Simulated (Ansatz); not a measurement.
## Energy of TaN along an even scaling of the cell

System: TaN (2 atoms in the cell).
Method: Kohn-Sham DFT of a periodic cell, BLYP with D3(BJ), Ansatz PAW, no spin polarisation (Ansatz 0.2.0).

The 5 runs differ only in the geometry, by an even scaling of the cell at fixed fractional positions. The structure derives from a Materials Project entry.

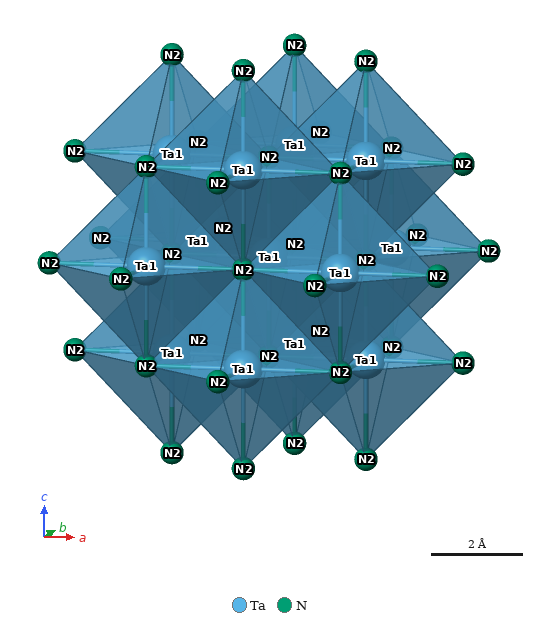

Figure 1. The structure of run 3 (polyhedral view of the cell 4 times as large as that of the calculation, set on its symmetry axes, seen slightly off an axis; polyhedra are completed across the faces of the cell; atoms are numbered from 1 in the order of the input).

## Input of run 3
```yaml
crystal:
  lattice:
    - [0.0, 2.22596795, 2.22596795]
    - [2.22596795, 0.0, 2.22596795]
    - [2.22596795, 2.22596795, 0.0]
  atoms:
    - { symbol: Ta, position: [0.5, 0.5, 0.5] }
    - { symbol: "N", position: [0.0, 0.0, 0.0] }
hamiltonian:
  xc: blyp
  pseudopotentials: { kind: paw }
  dispersion: d3bj
kpoints:
  mp_grid: { grid: [10, 10, 10] }
scf:
  occupations: { method: fermi_dirac, width: 0.05 }
output:
  forces: true
  stress: true
  eigenvalues: true
```

Command:
```bash
ansatz run input.yaml --threads 2 --pin off --max-ram 5120MiB --backend cpu --events-out ev --progress --plain --runs-dir out
```

Lattice vectors (Å) and fractional positions of run 3:
```
   0.000000    2.225968    2.225968
   2.225968    0.000000    2.225968
   2.225968    2.225968    0.000000
Ta  0.500000  0.500000  0.500000
N   0.000000  0.000000  0.000000
```

Run 4 differs from it as follows:
```diff
-    - [0.0, 2.22596795, 2.22596795]
-    - [2.22596795, 0.0, 2.22596795]
-    - [2.22596795, 2.22596795, 0.0]
+    - [0.0, 2.2404226923, 2.2404226923]
+    - [2.2404226923, 0.0, 2.2404226923]
+    - [2.2404226923, 2.2404226923, 0.0]
```

## Results, with one run withheld

| run | volume per atom (Å³) | free energy per atom, from the lowest run given (meV) | pressure (GPa) |
| --- | --- | --- | --- |
| 1 | 10.381 | 4.66 | 7.17 |
| 2 | 10.597 | 0.00 | −0.15 |
| 3 | 11.030 | 17.78 | −12.55 |
| 4 | 11.246 | ? | ? |
| 5 | 11.462 | 65.54 | −22.47 |

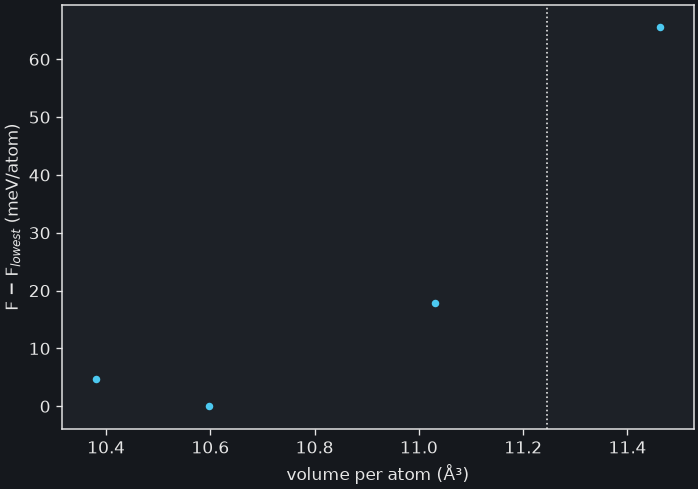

Figure 2. Free energy per atom of the runs given; the dotted line marks run 4.

Fit the runs given and predict run 4.

A quadratic polynomial in V^(−2/3) (the Birch–Murnaghan form), fitted to the 4 runs given, misses them by at most 0.06 meV per atom. With x = V^(−2/3) − 0.20398 Å⁻², it reads F = 6.5803 − 3891.9 x + 5.8046e+05 x² (meV per atom). At run 4 it gives 38.25 meV per atom, and the run itself gives 38.33. The slope of the fit gives a pressure −dF/dV of −17.82 GPa there, and the run prints −17.79 GPa. The fit has its minimum at 10.593 Å³ per atom, where V d²F/dV² gives 335 GPa: the bulk modulus at this level, since symmetry fixes the shape and the positions.

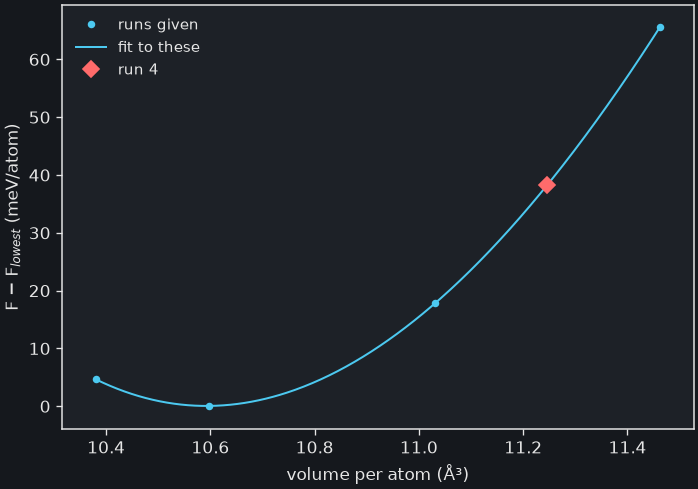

Figure 3. The fit and the withheld run.

## Output, shortened to warnings, some set-up lines, iterations and results (run 4)
```
Basis set: ecut = 420 eV, 459 PW (Γ), exchange–correlation on 48×48×48 points (8 copies of the dense FFT grid, shifted against one another)
Symmetry: 48 space group operations
k-points: 47 of 1000
Initial density: superposition of atomic densities (neutral atoms: chi_scale 0, normalization atom), corrected by the library's trained network
[...]
SCF iter   1: F=—  HF=-10345.186586 eV  |F-HF|=—  |Δ(HF+E_count)|=         —  Δρ=2.59e-2  dr2=1.37e-1  ethr=1.77e-3  ⟨swp⟩=6.1  Hψ=7232  notcnv=0  defer=4
SCF iter   2: F=—  HF=-10345.155552 eV  |F-HF|=—  |Δ(HF+E_count)|=   3.10e-2  Δρ=9.18e-3  dr2=2.03e-2  ethr=7.62e-4  ⟨swp⟩=2.0  Hψ=1383  notcnv=0  defer=58
SCF iter   3: F=—  HF=-10345.150947 eV  |F-HF|=—  |Δ(HF+E_count)|=   4.61e-3  Δρ=8.46e-4  dr2=1.22e-4  ethr=1.13e-4  ⟨swp⟩=2.2  Hψ=1131  notcnv=0  defer=90
SCF iter   4: F=—  HF=-10345.150935 eV  |F-HF|=—  |Δ(HF+E_count)|=   1.14e-5  Δρ=1.60e-4  dr2=5.78e-6  ethr=6.80e-7  ⟨swp⟩=2.0  Hψ=893  notcnv=0  defer=90
SCF iter   5: F=—  HF=-10345.150939 eV  |F-HF|=—  |Δ(HF+E_count)|=   3.42e-6  Δρ=1.66e-5  dr2=3.38e-8  ethr=3.21e-8  ⟨swp⟩=2.2  Hψ=915  notcnv=0  defer=90
SCF iter   6: F=-10345.150939 eV  HF=-10345.150939 eV  |F-HF|=1.92e-9  |Δ(HF+E_count)|=   4.67e-8  Δρ=4.03e-6  dr2=2.60e-9  ethr=1.88e-10  ⟨swp⟩=5.9  Hψ=3393  notcnv=0
SCF 1 converged in 6 iterations: F = -10345.150939 eV  dr2 = 2.60e-9
SCF converged after 6 iterations
Free energy (F): -10345.150939 eV
Harris-Foulkes:  -10345.150939 eV  (|F-HF|=1.92e-9)
Internal energy: -10345.144023 eV  (E = F + TS)
E sigma→0 (E₀):  -10345.147481 eV
Entropy (-TS):   -0.006916 eV (-3.458 meV/atom)
Fermi energy:    20.911347 eV
--- Per-component energies (eV) ---
  E_band       = -56.878756
  E_kinetic    = 499.399112
  E_local      = -626.078324  (includes V_loc(G=0)·N_el)
  E_nonlocal   = 59.990726
  E_hartree    = 208.950942
  E_xc         = -274.935528
  E_vxc        = -275.976481  (∫ρ·V_xc dr)
  E_paw        = -8553.815237  (= ΣΔE_a)
  E_vpaw       = -132.115129  (= ΣTr[D̂ρ^β])
  E_aug_tail   = 0.000201  (compensation charges beyond the density's cutoff)
  E_ewald      = -1656.817388
  E_disp       = -2.075561  (pairwise vdW)
  E_core_change = 0.237035  (= ΣΔE_core)
  E_smearing   = -0.006916  (= −TS)
  E_closure    = 0.000000  (closes the sum)
  Σ components = -10345.150939   (vs F -10345.150939, Δ=0.00e0)
--- Forces (eV/Å), atoms counted from 1 ---
  atom   1  Ta     0.00000000    -0.00000000    -0.00000000
  atom   2  N     -0.00000000     0.00000000     0.00000000
  max |Σ_I F_I| component: 3.25e-29 eV/Å
--- Stress (GPa, compression-positive) ---
      -17.785534       0.000000      -0.000000
       -0.000000     -17.785534      -0.000000
       -0.000000      -0.000000     -17.785534
  P = ⅓ Tr σ = -17.7855 GPa (-177.855 kbar)
```

Notes: Points of doubt noted for this run: forces on files of another functional. Spin–orbit coupling is left out, which matters for Ta.
